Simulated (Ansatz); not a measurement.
# Single-point calculation of Al3N

System: Al3N (8 atoms in the cell).
Method: DFT, PBE, dispersion d4, plane waves, PAW, no spin polarisation (Ansatz 0.2.0).

The structure was made by swapping elements on the sites of another compound; it need not be a known phase. Figures and captions count atoms from 1; the log counts them from 0 in places.

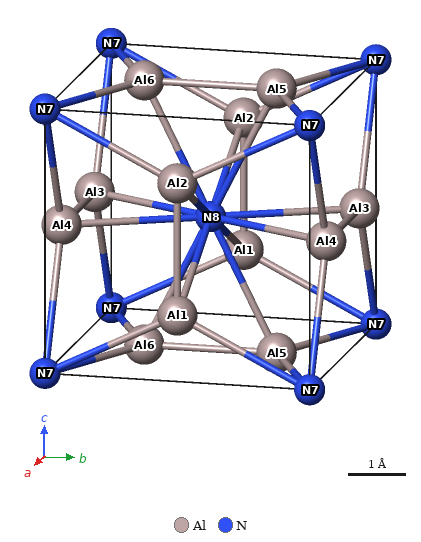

**Figure 1.** The structure as given in the input (ball-and-stick view of the cell of the calculation, seen slightly off an axis; atoms are numbered from 1 in the order of the input).

Key numbers:

| quantity | value |
| --- | --- |
| outcome | converged |
| space group (tolerance 0.01 Å) | Pm-3n (223) |
| electrons treated | 28 |
| free energy | −3989.1914 eV |
| Fermi energy | 8.225 eV |
| gap on the k-point mesh | none (metallic) |
| pressure | −5.10 GPa |
| largest force (length of the vector) | under 0.001 eV/Å |
| hardware | 1 thread of Intel Xeon (Granite Rapids), 192 GiB of memory available, shared host |
| wall time | 24 s |
| peak memory | 0.76 GiB |

Remarks:

Settings chosen away from the usual ones: crystal.symmetry set to {"detect": false}; hamiltonian.dispersion set to d4. The cell is under a tension of 5.1 GPa at this level, so it is not at its equilibrium volume.

Input file:
```yaml
crystal:
  lattice:
    - [4.7993906345, 0.0, 0.0]
    - [0.0, 4.7993906345, 0.0]
    - [0.0, 0.0, 4.7993906345]
  atoms:
    - { symbol: Al, position: [0.0, 0.5, 0.25] }
    - { symbol: Al, position: [0.0, 0.5, 0.75] }
    - { symbol: Al, position: [0.25, 0.0, 0.5] }
    - { symbol: Al, position: [0.75, 0.0, 0.5] }
    - { symbol: Al, position: [0.5, 0.75, 0.0] }
    - { symbol: Al, position: [0.5, 0.25, 0.0] }
    - { symbol: "N", position: [0.0, 0.0, 0.0] }
    - { symbol: "N", position: [0.5, 0.5, 0.5] }
  symmetry: { detect: false }
basis:
  ecutwfc: 420
kpoints:
  mp_grid: { grid: [8, 8, 8] }
hamiltonian:
  xc: pbe
  dispersion: d4
scf:
  occupations: { method: gaussian, width: 0.1 }
output:
  forces: true
  eigenvalues: true
  stress: true
```

Launched with:
```bash
ansatz run input.yaml --threads 1 --pin off --max-ram 2560MiB --backend cpu --events-out ev --progress --plain --runs-dir out
```

Log:
```
Engine: ansatz 0.2.0, x86_64-unknown-linux-gnu
Pseudopotentials: kind: paw
Pseudopotential: Al, paw, valence charge 3, recommended cutoff 420 eV (normal), Al.paw.azcp
Pseudopotential: N, paw, valence charge 5, recommended cutoff 420 eV (normal), N.paw.azcp
Functional definition: PBE
  parameter kappa = 0.804
  parameter beta = 0.06672455060314922
  exchange = pbe_x(kappa = kappa, mu = beta*pi^2/3)
  correlation = pbe_c(beta = beta)
Crystal: 8 atoms, lattice volume = 110.550 Å³
Basis set: ecut = 420 eV, 2109 PW (Γ), exchange–correlation on 72×72×72 points (8 copies of the dense FFT grid, shifted against one another)
Bands: 22, of which v1, the nominal top of the filled ones, is band 14 counted from 1 (13 counted from 0)
Symmetry: 1 space group operations
k-points: 260 of 512 (time reversal used)
Non-local potential: Al, projectors of the file, l = 0: 2, l = 1: 2, l = 2: 1
Non-local potential: N, projectors of the file, l = 0: 2, l = 1: 2, l = 2: 1
PAW form: soft (Blöchl's): semilocal exchange-correlation on the pseudo side does not see the compensation charge
PAW one-centre angular grid: Al, 110 points (default); XC on 64 Gauss nodes
PAW one-centre angular grid: N, 110 points (default); XC on 64 Gauss nodes
Initial density: superposition of atomic densities (neutral atoms: chi_scale 0, normalization atom), corrected by the library's trained network
Initial wavefunctions: pseudopotential atomic-orbital guess
Functional: x = pbe(κ = 0.804, μ = 0.2195149727645171), c = pbe(β = 0.06672455060314922)
SCF iter   1: F=—  HF=-3989.196714 eV  |F-HF|=—  |Δ(HF+E_count)|=         —  Δρ=5.37e-3  dr2=4.15e-2  ethr=1.77e-3  ⟨swp⟩=6.3  Hψ=30539  notcnv=0
preconditioner: auto → Kerker (q_TF=auto, 2.170 Å⁻¹)  [metal: Δε(μ)=0.017 eV  Ē_g=7.853 eV  σ=0.100 eV  W_gap=0.09  n_scr=18 (ndim 8)  ℏωp=18.7 eV  f_vac=0.000  D(μ)=3.00/eV (n_scr^D=18)]
SCF iter   2: F=—  HF=-3989.192727 eV  |F-HF|=—  |Δ(HF+E_count)|=   3.99e-3  Δρ=2.82e-3  dr2=1.15e-2  ethr=1.48e-4  ⟨swp⟩=1.0  Hψ=7800  notcnv=0
SCF iter   3: F=—  HF=-3989.191400 eV  |F-HF|=—  |Δ(HF+E_count)|=   1.33e-3  Δρ=2.98e-4  dr2=7.89e-5  ethr=4.09e-5  ⟨swp⟩=2.2  Hψ=7054  notcnv=0
SCF iter   4: F=—  HF=-3989.191430 eV  |F-HF|=—  |Δ(HF+E_count)|=   2.96e-5  Δρ=8.70e-5  dr2=1.10e-5  ethr=2.82e-7  ⟨swp⟩=2.7  Hψ=8705  notcnv=0
SCF iter   5: F=—  HF=-3989.191428 eV  |F-HF|=—  |Δ(HF+E_count)|=   2.08e-6  Δρ=1.07e-5  dr2=1.45e-7  ethr=3.91e-8  ⟨swp⟩=2.3  Hψ=7687  notcnv=0
SCF iter   6: F=-3989.191428 eV  HF=-3989.191428 eV  |F-HF|=2.32e-9  |Δ(HF+E_count)|=   1.73e-8  Δρ=1.79e-6  dr2=3.85e-9  ethr=3.57e-10  ⟨swp⟩=6.8  Hψ=20747  notcnv=0
SCF 1 converged in 6 iterations: F = -3989.191428 eV  dr2 = 3.85e-9
  greatest PAW one-centre occupation: 0.834 electrons in one spin orbital (limit 2), on the N atom at site 7 (counted from 0), in its partial waves of l = 0
```

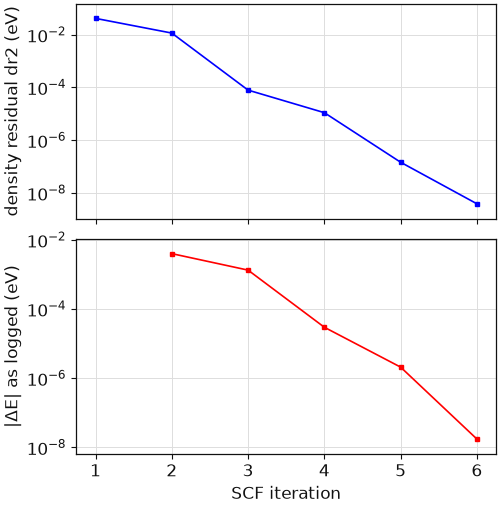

**Figure 2.** Convergence of the self-consistent field: density residual dr2 and size of the energy change against the SCF iteration. The residual falls at every step.

```
SCF converged after 6 iterations
Free energy (F): -3989.191428 eV
Harris-Foulkes:  -3989.191428 eV  (|F-HF|=2.32e-9)
Internal energy: -3989.175821 eV  (E = F + TS)
E sigma→0 (E₀):  -3989.183624 eV
Entropy (-TS):   -0.015607 eV (-1.951 meV/atom)
Fermi energy:    8.225459 eV
--- Per-component energies (eV) ---
  E_band       = 79.081315
  E_kinetic    = 383.712537
  E_local      = -401.348420  (includes V_loc(G=0)·N_el)
  E_nonlocal   = 156.112105
  E_hartree    = 160.149601
  E_xc         = -355.957958
  E_vxc        = -322.908989  (∫ρ·V_xc dr)
  E_paw        = -3055.619631  (= ΣΔE_a)
  E_vpaw       = -56.786543  (= ΣTr[D̂ρ^β])
  E_aug_tail   = 0.000149  (compensation charges beyond the density's cutoff)
  E_ewald      = -873.668005
  E_disp       = -2.556198  (pairwise vdW)
  E_smearing   = -0.015607  (= −TS)
  E_closure    = 0.000000  (closes the sum)
  Σ components = -3989.191428   (vs F -3989.191428, Δ=0.00e0)
--- Forces (eV/Å), atoms counted from 1 ---
  atom   1  Al    -0.00000001    -0.00000002     0.00000006
  atom   2  Al    -0.00000000    -0.00000002    -0.00000006
  atom   3  Al     0.00000000     0.00000002     0.00000000
  atom   4  Al     0.00000000     0.00000001    -0.00000000
  atom   5  Al     0.00000001    -0.00000001     0.00000000
  atom   6  Al     0.00000000     0.00000002     0.00000000
  atom   7  N      0.00000000    -0.00000002     0.00000001
  atom   8  N      0.00000001     0.00000001     0.00000001
  max |Σ_I F_I| component: 2.21e-8 eV/Å
--- Stress (GPa, compression-positive) ---
       -5.096409       0.000000      -0.000000
        0.000000      -5.096409      -0.000000
       -0.000000      -0.000000      -5.096410
  P = ⅓ Tr σ = -5.0964 GPa (-50.964 kbar)
--- Band table (eV; the first three rows and the last of 260) ---
  k-point 0: bands = ["-6.2728", "-5.1170", "0.5715", "2.3580", "2.3580", "2.3580", "2.6233", "2.6233", "5.2762", "5.2762", "5.2762", "8.0064", "8.0064", "8.9604", "8.9604", "8.9604", "9.5659", "9.6862", "9.6862", "9.6862", "10.8421", "10.8421"]
  k-point 1: bands = ["-6.2207", "-5.1430", "0.4910", "1.4344", "2.4397", "2.4397", "2.7170", "3.7603", "5.1466", "5.1466", "5.3172", "7.1859", "8.2571", "8.4963", "8.4963", "8.6775", "9.7793", "9.9010", "9.9010", "10.3108", "11.2818", "11.2818"]
  k-point 2: bands = ["-6.0727", "-5.2289", "0.2976", "0.6653", "2.6816", "2.6816", "2.9977", "4.7603", "4.7603", "5.0318", "5.4759", "6.2354", "7.9192", "8.0874", "8.0874", "8.8833", "9.7426", "9.7426", "10.0583", "11.5685", "12.3901", "12.4197"]
  k-point 259: bands = ["-5.3139", "-5.3139", "0.9983", "0.9983", "0.9983", "0.9983", "0.9983", "0.9983", "8.0264", "8.0264", "8.0500", "8.0500", "8.0500", "8.0500", "8.0500", "8.0500", "12.6923", "12.6923", "12.6923", "12.6923", "12.6923", "12.6923"]
```
